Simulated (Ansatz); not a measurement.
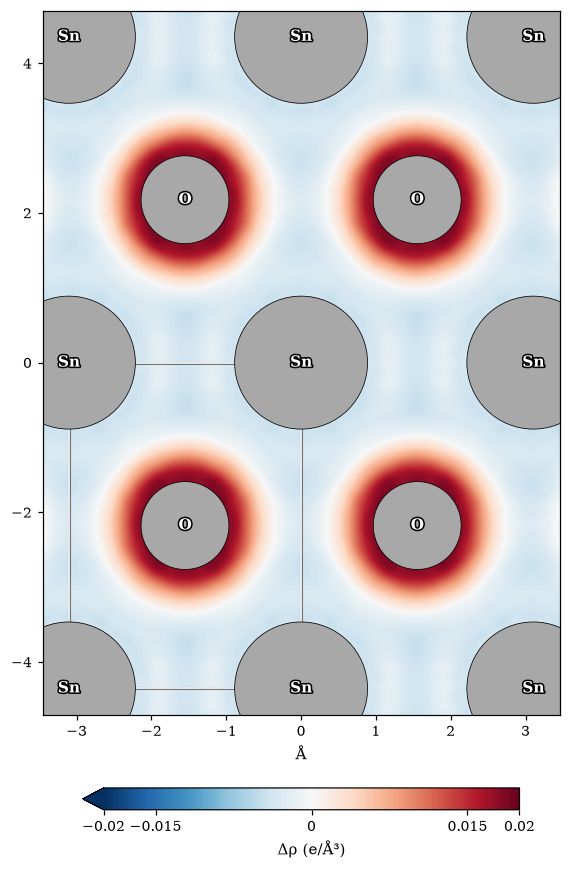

SnO. Difference of the valence pseudo-densities of two functionals at the same geometry, on the (101̄) plane of the calculation cell: r2SCAN less PBE.

Both computed with Ansatz (plane waves, PAW), on the same k-point mesh. Grey discs cover the atomic cores.

Question: What does the difference map show?

Answer: Against PBE, r2SCAN gives more density around O (+0.016 e/Å³ on average at 0.7 Å from the nucleus).
